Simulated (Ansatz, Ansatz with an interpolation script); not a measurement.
# From a coarse GW mesh to bands everywhere: CdSe (Cadmoselite), part 2 of 2

G0W0 gives levels on a mesh alone; what do the bands of CdSe (Cadmoselite) look like between the points?

Ansatz 0.2.0; r2SCAN, Wannier functions and G0W0, plane waves, PAW. Known limits of the many-body steps: not at the basis limit; no spin-orbit coupling.

So far. Step 2 (r2SCAN bands): The gap is direct, at Γ. Step 3 (Wannier functions (Cd:5s Se:4p) on 12×12×8): Near the gap the model misses directly solved bands by 0.8 meV r.m.s. and by 13 meV at most in the window tested. This tests the starting bands, not the corrections carried with them.

The database entry behind the starting cell differs from later determinations by our own check (inner coordinate of an old entry), so it need not match the best structure at ambient conditions.

### Step 4. G0W0 at every point of the mesh: 6×6×4 mesh, 516 empty bands, screening to 160 eV, PAW set soft_1 files

G0W0 replaces the xc potential by the self-energy, built once from these orbitals. Only a window of levels is corrected, while the sums run over the empty bands that the input names.

This step: G0W0 on r2SCAN, plane waves, PAW; PAW set soft_1.

Input file input.yaml:

```yaml
crystal:
  lattice:
    - [4.3, 0.0, 0.0]
    - [-2.15, 3.72390924, 0.0]
    - [0.0, 0.0, 7.02]
  atoms:
    - { symbol: Cd, position: [0.33333333, 0.66666667, 0.0] }
    - { symbol: Cd, position: [0.66666667, 0.33333333, 0.5] }
    - { symbol: Se, position: [0.33333333, 0.66666667, 0.385] }
    - { symbol: Se, position: [0.66666667, 0.33333333, 0.885] }
kpoints:
  mp_grid: { grid: [6, 6, 4] }
hamiltonian:
  xc: r2scan
  pseudopotentials: { kind: paw, azcp: { folder: soft_1 } }
scf:
  occupations: { method: fixed }
gw:
  n_empty_bands: 516
  ecut_chi: 160.0
  qp_bands: [v6, c2]
  screening: { model: contour_deformation }
```

Run with:

```bash
$ ansatz run input.yaml --threads 3 --pin off --max-ram 92160MiB --backend cuda --events-out ev --progress --plain --runs-dir out --devices 1 --max-vram 13GiB
```

Numbers of over 12 decimals in the logs are rounded to 6 here.

Output:

```text
GPUs: using 1 of 1 available (devices: 1).
[...]
GPU FFT provider: cuFFT
GPU libraries: cuBLAS 13.8.2, cuFFT 12.4.0, cuSOLVER 12.3.4
Crystal: 4 atoms, lattice volume = 112.410 Å³
Basis set: ecut = 500 eV, 2863 PW (Γ), exchange–correlation on 128×128×216 points (64 copies of the dense FFT grid, shifted against one another)
Bands: 44, of which v1, the nominal top of the filled ones, is band 36 counted from 1 (35 counted from 0)
Symmetry: 12 space group operations
[...]
k-points: 21 of 144 (time reversal used)
[...]
GPU buffer pool allocated for 55296 grid points (all kernels)
[...]
SCF iter   1: F=—  HF=-27496.546626 eV  |F-HF|=—  |Δ(HF+E_count)|=         —  Δρ=5.16e-2  dr2=2.64e0  dr2_τ=5.98e-3  ethr=3.10e-3  ⟨swp⟩=4.0  Hψ=2820  notcnv=0  defer=122
[...]
SCF iter   8: F=-27495.787471 eV  HF=-27495.787471 eV  |F-HF|=5.15e-8  |Δ(HF+E_count)|=   1.51e-6  Δρ=6.95e-6  dr2=6.36e-8  dr2_τ=2.37e-9  ethr=1.39e-10  ⟨swp⟩=8.6  Hψ=4041  notcnv=0
SCF 1 converged in 8 iterations: F = -27495.787471 eV  dr2 = 6.36e-8
[...]
NSCF: frozen V_eff on 21 k-points, pencils in batches of 32, up to order 176
[...]
G₀W₀ screening: q 1/21
[... further progress lines ...]
SCF converged after 8 iterations
Free energy (F): -27495.787471 eV
[...]
Internal energy: -27495.787471 eV  (E = F + TS)
E sigma→0 (E₀):  -27495.787471 eV
Fermi energy:    7.001491 eV
[...]
--- Band table (eV; the first three rows and the last of 21) ---
  k-point 0: bands = [... 32 lower, 6.2787, 6.9878, 7.0015, 7.0015, 8.1922, 9.5953, 13.4072, 13.4072, ... 4 higher]
  k-point 1: bands = [... 32 lower, 6.3780, 6.3780, 6.8885, 6.8885, 9.1423, 9.7016, 13.2039, 13.4832, ... 4 higher]
  k-point 2: bands = [... 32 lower, 6.6265, 6.6265, 6.6265, 6.6265, 9.8048, 9.8048, 13.2789, 13.2789, ... 4 higher]
  k-point 20: bands = [... 32 lower, 4.4736, 4.4736, 5.9258, 5.9258, 11.2826, 11.2826, 13.2237, 13.2237, ... 4 higher]
--- G₀W₀: contour deformation, 7 samples at zero and on the imaginary axis and 3 off it, 144 q-points, 516 empty bands' worth ---
  eigenvalues of the whole cell's RPA ε∞ on this k-mesh (on a slab, of 1 + 4πα/V) = 6.4577, 6.6929, 6.6929; static W/v taken at q = 0 is 0.150891
  bands read: the sum over 552 bands ends inside a degenerate multiplet in 3 slots, whose members it reads at an even weight; the widest, k=0: bands 552 to 553 (counted from 1) at 1/2 each
    ik  band        ε_KS         Σx   Σc(E_QP)       V_xc       Z   E_QP_lin       E_QP  E_QP is
     0    31      2.7295   -16.2817     2.9598   -12.6961  0.6852     2.0892     2.1037  root
     0    32      6.2787   -19.1211     1.8656   -16.6751  0.7629     5.6873     5.6983  root
     0    33      6.2787   -19.1211     1.8656   -16.6751  0.7629     5.6873     5.6983  root
     0    34      6.9878   -19.4295     1.6073   -17.3114  0.7676     6.4695     6.4771  root
     0    35      7.0015   -20.0483     1.6709   -17.8660  0.7687     6.4825     6.4901  root
     0    36      7.0015   -20.0483     1.6709   -17.8660  0.7687     6.4825     6.4901  root
     0    37      8.1922    -8.9960    -3.4471   -12.4697  0.8030     8.2189     8.2188  root
     0    38      9.5953    -8.3376    -3.8054   -12.2913  0.7978     9.7441     9.7436  root
     1    31      3.2545   -17.3293     2.7907   -13.8959  0.7045     2.5947     2.6118  root
     1    32      5.9115   -18.1015     1.5474   -15.9925  0.7627     5.3391     5.3499  root
     1    33      6.3780   -19.2440     1.8411   -16.8305  0.7637     5.7951     5.8056  root
     1    34      6.3780   -19.2440     1.8411   -16.8305  0.7637     5.7951     5.8056  root
     1    35      6.8885   -19.8998     1.7060   -17.6695  0.7678     6.3561     6.3643  root
     1    36      6.8885   -19.8998     1.7060   -17.6695  0.7678     6.3561     6.3643  root
[...]
20    34      4.4736   -16.9967     2.3763   -13.9548  0.7377     3.7870     3.8079  root
    20    35      5.9258   -18.2790     1.9396   -15.7419  0.7573     5.3160     5.3283  root
    20    36      5.9258   -18.2790     1.9396   -15.7419  0.7573     5.3160     5.3283  root
    20    37     11.2826    -7.9968    -4.0357   -12.2175  0.7893    11.4684    11.4676  root
    20    38     11.2826    -7.9968    -4.0357   -12.2175  0.7893    11.4684    11.4676  root
```

It took 2.8 min on 1 × NVIDIA H100 80GB HBM3 (shared by 6 runs) with 3 threads of AMD EPYC 7R13 (Zen 3), shared host; peak memory 2.3 GiB; 5 min of CPU time.

This step gave:

```
bands summed                                 : 552
RPA ε∞ on this mesh (eigenvalues)            : 6.458, 6.693, 6.693
plane waves in the screening matrix          : 537
q-points in the mesh                         : 144
G0W0 gap on the mesh                         : 1.729 eV
k of the valence top                         : 0, 0, 0
k of the conduction bottom                   : 0, 0, 0
starting gap on the mesh                     : 1.191 eV
Z at the valence top                         : 0.7687
Z at the conduction bottom                   : 0.8030
least direct G0W0 gap on the computed points : 1.729 eV
```

The gap on the mesh goes from 1.19 eV to 1.73 eV, a correction of +0.54 eV. Between the two edge states, bare exchange in place of the xc potential would open the gap by 5.66 eV, and correlation takes back 5.12 eV.

### Step 5. Interpolating the corrections

A script adds the corrections, carried to the Wannier functions and back, to the r2SCAN levels, along the path and on a 13×13×9 mesh.

| Quantity | Value |
| --- | --- |
| G0W0 gap over the zone | 1.729 eV |
| valence top at | Γ |
| conduction bottom at | Γ |
| starting gap over the zone | 1.191 eV |
| least direct G0W0 gap | 1.729 eV |
| G0W0 gap on the mesh | 1.729 eV |
| valence width, start | 4.332 eV |
| valence width, G0W0 | 4.457 eV |
| gap by a rigid shift | 1.729 eV |

Levels solved directly plus the interpolated quasiparticle correction. Limits: finite bands, cutoff and mesh; no spin-orbit coupling. The quasiparticle bands at the labelled points (eV, zero at the valence-band top of each set):

| point | band 33 | band 34 | band 35 | band 36 | band 37 |
| --- | --- | --- | --- | --- | --- |
| Γ | -0.79 | -0.01 | 0.00 | 0.00 | 1.73 |
| M | -2.74 | -2.02 | -1.36 | -0.92 | 4.38 |
| K | -3.28 | -1.94 | -1.94 | -1.94 | 5.44 |
| Γ | -0.79 | -0.01 | 0.00 | 0.00 | 1.73 |
| A | -0.41 | -0.41 | -0.41 | -0.41 | 3.44 |
| L | -1.51 | -1.51 | -1.40 | -1.40 | 4.10 |
| H | -2.68 | -2.68 | -1.16 | -1.16 | 5.03 |
| A | -0.41 | -0.41 | -0.41 | -0.41 | 3.44 |
| jump to L | -1.51 | -1.51 | -1.40 | -1.40 | 4.10 |
| M | -2.74 | -2.02 | -1.36 | -0.92 | 4.38 |
| jump to H | -2.68 | -2.68 | -1.16 | -1.16 | 5.03 |
| K | -3.28 | -1.94 | -1.94 | -1.94 | 5.44 |

The same for r2SCAN:

| point | band 33 | band 34 | band 35 | band 36 | band 37 |
| --- | --- | --- | --- | --- | --- |
| Γ | -0.72 | -0.01 | 0.00 | 0.00 | 1.19 |
| M | -2.59 | -1.89 | -1.25 | -0.84 | 3.69 |
| K | -3.12 | -1.81 | -1.81 | -1.81 | 4.66 |
| Γ | -0.72 | -0.01 | 0.00 | 0.00 | 1.19 |
| A | -0.38 | -0.38 | -0.38 | -0.38 | 2.80 |
| L | -1.40 | -1.40 | -1.31 | -1.31 | 3.40 |
| H | -2.53 | -2.53 | -1.08 | -1.08 | 4.28 |
| A | -0.38 | -0.38 | -0.38 | -0.38 | 2.80 |
| L | -1.40 | -1.40 | -1.31 | -1.31 | 3.40 |
| M | -2.59 | -1.89 | -1.25 | -0.84 | 3.69 |
| H | -2.53 | -2.53 | -1.08 | -1.08 | 4.28 |
| K | -3.12 | -1.81 | -1.81 | -1.81 | 4.66 |

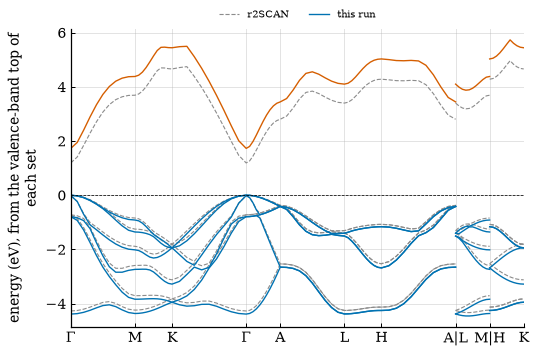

Quasiparticle bands along the path; lines of filled and empty bands in two colours; dashed: r2SCAN.

Minima of the lowest conduction band, from levels solved directly at the displaced points, plus the interpolated correction; masses are left empty at degenerate points, on flat bands and where the interpolated correction rules the curvature; G0W0 masses are rough. Conduction valleys, by row:

| point | k (reciprocal lattice) | valleys in the zone | G0W0 level above the valence top (eV) | r2SCAN level above the valence top (eV) | G0W0 principal masses (m_e) | r2SCAN principal masses (m_e) |
| --- | --- | --- | --- | --- | --- | --- |
| Γ | 0.000 0.000 0.000 | 1 | 1.729 | 1.191 | 0.104 0.110 0.110 | 0.100 0.105 0.105 |

Second differences of levels solved directly at the displaced points, plus the interpolated correction, at the quasiparticle band edges; no spin-orbit coupling; left empty where the band is flat or the interpolated correction rules the curvature. Effective masses, by row:

| carrier | point | Cartesian direction | band | r2SCAN mass (m_e) | G0W0 mass (m_e) |
| --- | --- | --- | --- | --- | --- |
| hole | Γ | 100 | 36 | 1.284 | 1.188 |
| hole | Γ | 010 | 36 | 1.284 | 1.208 |
| hole | Γ | 001 | 36 | 1.584 | 1.415 |
| hole | Γ | 001 | 35 | 1.584 | 1.415 |
| hole | Γ | 001 | 34 | 0.094 | 0.098 |
| hole | Γ | 110 | 36 | 1.282 | 1.247 |
| hole | Γ | 111 | 36 | 1.37 | 1.299 |
| hole | Γ | 111 | 34 | 0.16 | 0.143 |
| electron | Γ | 100 | 37 | 0.103 | 0.109 |
| electron | Γ | 010 | 37 | 0.103 | 0.109 |
| electron | Γ | 001 | 37 | 0.098 | 0.103 |
| electron | Γ | 110 | 37 | 0.103 | 0.109 |
| electron | Γ | 111 | 37 | 0.101 | 0.107 |

The density of states has structure finer than the step of the table below, so its rows give means over 0.5 eV, whole bins alone (the curve runs from -5 to 3.1 eV). Peaks (eV: height): G0W0 -4.10: 4.45, -1.20: 5.37; r2SCAN -4.00: 4.46, -1.10: 5.67.

Wannier model on a dense mesh, Gaussian width 0.15 eV. Limits: finite bands, cutoff and mesh; no spin-orbit coupling. The density of states by energy, zero at the valence-band top of each set; means over each step; values in states/eV/cell:

| energy (eV) | G0W0 | r2SCAN |
| --- | --- | --- |
| -4.5 | 1.23 | 0.477 |
| -4.0 | 3.65 | 3.71 |
| -3.5 | 1.48 | 1.90 |
| -3.0 | 1.38 | 1.15 |
| -2.5 | 2.37 | 2.20 |
| -2.0 | 3.23 | 3.07 |
| -1.5 | 4.07 | 3.97 |
| -1.0 | 4.39 | 4.90 |
| -0.5 | 1.83 | 2.20 |
| 0.0 | 0.368 | 0.424 |
| 0.5 | 6.8e-4 | 7.5e-4 |
| 1.0 | 0 | 0.00194 |
| 1.5 | 0.00155 | 0.0268 |
| 2.0 | 0.0212 | 0.0774 |
| 2.5 | 0.0580 | 0.180 |

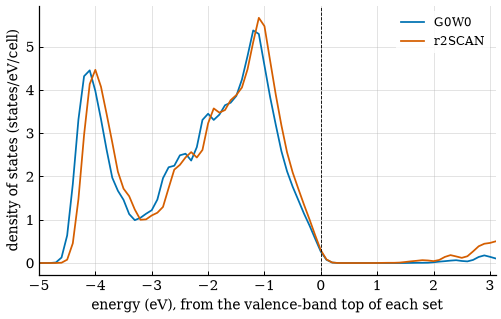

Density of states against energy.

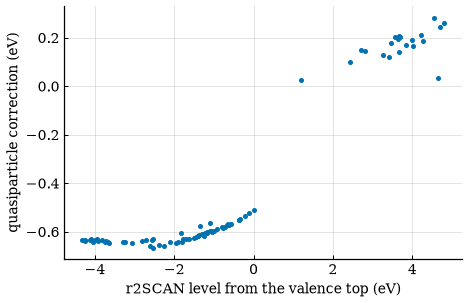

The correction of every computed level, on the run's own energy scale, against its starting energy.

### Step 6. r2SCAN+SOC bands, for comparison

Spin-orbit coupling can split or shift the edges; a non-collinear run measures by how much.

This step: DFT, r2SCAN with spin-orbit coupling, plane waves, PAW; PAW set soft_1.

Input file input.yaml:

```yaml
crystal:
  lattice:
    - [4.3, 0.0, 0.0]
    - [-2.15, 3.72390924, 0.0]
    - [0.0, 0.0, 7.02]
  atoms:
    - { symbol: Cd, position: [0.33333333, 0.66666667, 0.0] }
    - { symbol: Cd, position: [0.66666667, 0.33333333, 0.5] }
    - { symbol: Se, position: [0.33333333, 0.66666667, 0.385] }
    - { symbol: Se, position: [0.66666667, 0.33333333, 0.885] }
kpoints:
  mp_grid: { grid: [6, 6, 4] }
  band_path:
    path:
      - [[0.0, 0.0, 0.0], [0.5, 0.0, 0.0], [0.33333333, 0.33333333, 0.0], [0.0, 0.0, 0.0], [0.0, 0.0, 0.5], [0.5, 0.0, 0.5], [0.33333333, 0.33333333, 0.5], [0.0, 0.0, 0.5]]
      - [[0.5, 0.0, 0.5], [0.5, 0.0, 0.0]]
      - [[0.33333333, 0.33333333, 0.5], [0.33333333, 0.33333333, 0.0]]
    npoints: 10
hamiltonian:
  xc: r2scan
  pseudopotentials: { kind: paw_fr, azcp: { folder: soft_1 } }
scf:
  occupations: { method: fermi_dirac, width: 0.02 }
  n_extra_bands: 10
magnetization:
  noncollinear: true
  spin_orbit: true
output:
  eigenvalues: true
```

Output:

```text
[...]
GPUs: using 1 of 1 available (devices: 1).
[...]
non-collinear run that drives no moment, with spin-orbit: no starting moment large enough to seed its density (crystal.atoms[].spin), no starting occupations that ask for one, no magnetisation constraint and no magnetic field, so the semilocal B_xc is pinned to zero
[...]
GPU FFT provider: cuFFT
GPU libraries: cuBLAS 13.8.2, cuFFT 12.4.0, cuSOLVER 12.3.4
Crystal: 4 atoms, lattice volume = 112.410 Å³
Basis set: ecut = 500 eV, 2863 PW (Γ), exchange–correlation on 128×128×216 points (64 copies of the dense FFT grid, shifted against one another)
Bands: 82, of which v1, the nominal top of the filled ones, is band 72 counted from 1 (71 counted from 0)
Symmetry: 12 space group operations + 12 with time reversal
[...]
k-points: 21 of 144 (time reversal used)
Projection manifold: j_resolved (fully-relativistic pseudo-atomic orbitals)
[...]
GPU buffer pool allocated for 55296 grid points (all kernels)
[...]
SCF iter   1: F=—  HF=-27473.804887 eV  |F-HF|=—  |Δ(HF+E_count)|=         —  Δρ=5.14e-2  dr2=2.63e0  dr2_τ=1.55e-3  dr2_m=0.00e0 (ungated)  ethr=3.10e-3  |M|=0.00e0 ∫|m|=0.00e0 μB  |m|>n=0.0e0 m-floor=0.0e0 τ_xc=0.0e0  β_m=0.30  ⟨swp⟩=8.2  Hψ=8275  notcnv=0
[...]
spin=Noncollinear: Resta preconditioning applied to the charge; magnetization (m_x, m_y, m_z) channels mix plain (no charge-response kernel on spin).
SCF iter   2: F=—  HF=-27473.275640 eV  |F-HF|=—  |Δ(HF+E_count)|=   5.29e-1  Δρ=3.17e-2  dr2=9.46e-1  dr2_τ=8.94e-3  dr2_m=0.00e0 (ungated)  ethr=3.10e-3  |M|=0.00e0 ∫|m|=0.00e0 μB  |m|>n=0.0e0 m-floor=0.0e0 τ_xc=0.0e0  β_m=0.50  ⟨swp⟩=3.1  Hψ=2805  notcnv=0  defer=98
[...]
SCF iter   9: F=-27473.052613 eV  HF=-27473.052613 eV  |F-HF|=2.99e-9  |Δ(HF+E_count)|=   1.73e-7  Δρ=1.94e-6  dr2=5.24e-9  dr2_τ=4.67e-11  dr2_m=0.00e0 (ungated)  ethr=1.39e-10  |M|=0.00e0 ∫|m|=0.00e0 μB  |m|>n=0.0e0 m-floor=0.0e0 τ_xc=0.0e0  ⟨swp⟩=9.6  Hψ=5577  notcnv=0
SCF 1 converged in 9 iterations: F = -27473.052613 eV  dr2 = 5.24e-9
[...]
SCF converged after 9 iterations
Magnetization: |M| = 0.0000 μB,  M = (+0.0000, +0.0000, +0.0000) μB
Absolute magnetization: 0.0000 μB (∫|m|)
  site 0: m = (+0.0000, +0.0000, +0.0000) μB, |m| = 0.0000 μB  (R = 1.08 Å)
  site 1: m = (+0.0000, +0.0000, +0.0000) μB, |m| = 0.0000 μB  (R = 1.08 Å)
  site 2: m = (+0.0000, +0.0000, +0.0000) μB, |m| = 0.0000 μB  (R = 1.08 Å)
  site 3: m = (+0.0000, +0.0000, +0.0000) μB, |m| = 0.0000 μB  (R = 1.08 Å)
Free energy (F): -27473.052613 eV
[...]
Internal energy: -27473.052613 eV  (E = F + TS)
E sigma→0 (E₀):  -27473.052613 eV
Fermi energy:    7.661377 eV
[...]
--- Band table (eV; the first three rows and the last of 21) ---
  k-point 0: bands = [... 68 lower, 7.1124, 7.1124, 7.1161, 7.1161, 8.1945, 8.1945, 9.5949, 9.5949, ... 6 higher]
  k-point 1: bands = [... 68 lower, 6.7859, 6.7859, 7.0028, 7.0028, 9.1463, 9.1463, 9.7007, 9.7007, ... 6 higher]
  k-point 2: bands = [... 68 lower, 6.7392, 6.7392, 6.7392, 6.7392, 9.8041, 9.8041, 9.8041, 9.8041, ... 6 higher]
  k-point 20: bands = [... 68 lower, 5.8990, 5.8990, 5.9525, 5.9525, 11.2509, 11.2509, 11.3085, 11.3085, ... 6 higher]
```

Elapsed: 16 s, on 1 × NVIDIA H100 80GB HBM3 (shared by 6 runs) with 3 threads; peak memory 1.8 GiB; 22 s of CPU time.

Numbers from this step:

```
filled bands         : 72
gap                  : 1.078 eV
valence top at       : Γ
conduction bottom at : Γ
least direct gap     : 1.078 eV
```

The gap stands −0.11 eV against r2SCAN.

Electronic bands along the path, in eV, zero at the top of the highest nominally filled band:

| point | band 69 | band 70 | band 71 | band 72 | band 73 | band 74 | band 75 | band 76 |
| --- | --- | --- | --- | --- | --- | --- | --- | --- |
| Γ | 0.00 | 0.00 | 0.00 | 0.00 | 1.08 | 1.08 | 2.48 | 2.48 |
| M | -1.39 | -1.39 | -0.93 | -0.93 | 3.55 | 3.55 | 3.61 | 3.61 |
| K | -1.96 | -1.92 | -1.83 | -1.83 | 4.54 | 4.54 | 5.02 | 5.19 |
| Γ | 0.00 | 0.00 | 0.00 | 0.00 | 1.08 | 1.08 | 2.48 | 2.48 |
| A | -0.38 | -0.38 | -0.38 | -0.38 | 2.69 | 2.69 | 2.69 | 2.69 |
| L | -1.38 | -1.38 | -1.38 | -1.38 | 3.28 | 3.28 | 3.28 | 3.28 |
| H | -1.22 | -1.22 | -1.16 | -1.16 | 4.13 | 4.13 | 4.19 | 4.19 |
| A | -0.38 | -0.38 | -0.38 | -0.38 | 2.69 | 2.69 | 2.69 | 2.69 |
| jump to L | -1.38 | -1.38 | -1.38 | -1.38 | 3.28 | 3.28 | 3.28 | 3.28 |
| M | -1.39 | -1.39 | -0.93 | -0.93 | 3.55 | 3.55 | 3.61 | 3.61 |
| jump to H | -1.22 | -1.22 | -1.16 | -1.16 | 4.13 | 4.13 | 4.19 | 4.19 |
| K | -1.96 | -1.92 | -1.83 | -1.83 | 4.54 | 4.54 | 5.02 | 5.19 |

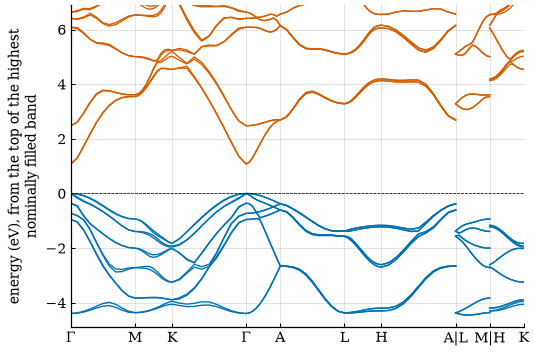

Electronic bands along the path; lines of filled and empty bands in two colours.

### Step 7. Outcome

* r2SCAN gap: 1.19 eV
* G0W0 gap over the zone: 1.73 eV, direct
* least direct G0W0 gap, in the model: 1.73 eV
* with the spin-orbit change: 1.62 eV
* GW settings: 6×6×4 mesh, 516 empty bands, screening to 160 eV, PAW set soft_1 files
* known limits: not at the basis limit; no spin-orbit coupling

What this shows: The Wannier model follows the r2SCAN bands to under 1 meV r.m.s. near the gap. The G0W0 gap over the zone is 1.73 eV, direct, from Γ to Γ; on the mesh alone it is 1.73 eV, nearly the same. The valence width in the model goes from 4.33 eV to 4.46 eV. At the band edge the lightest electron mass is 0.098 m_e at the start and 0.10 m_e in G0W0; the G0W0 masses rest on corrections from the 6×6×4 mesh alone and are rough. r2SCAN+SOC gives a gap of 1.08 eV on the same path, a spin-orbit change of −0.11 eV that would bring the G0W0 gap to 1.62 eV. Bands and cutoff are finite, so the gap is not at the basis limit. The miss can reach some tenths of an eV and take either sign; the mesh is an error of its own. Beside the filled d shell of Cd, one-shot G0W0 from a semilocal start often leaves the gap short. Above the frozen window of the model the interpolated levels need not meet the computed ones, even at points of the mesh.

[Paths, hosts, dates, memory and timing lines, banners, echoed tables and standing remarks are left out of the program output.]

[Logs are printed without paths, hosts, clocks, repeated set-up lines and the standing remarks that a program may print on its own settings, such as how far it seeks lower states.]

[Runs of the session that timed out or met a known fault of the program may be left out.]

[Hosts, paths, dates, database ids (printed as entryN), source tags and the programs' standing remarks are cut or masked in the printed files.]
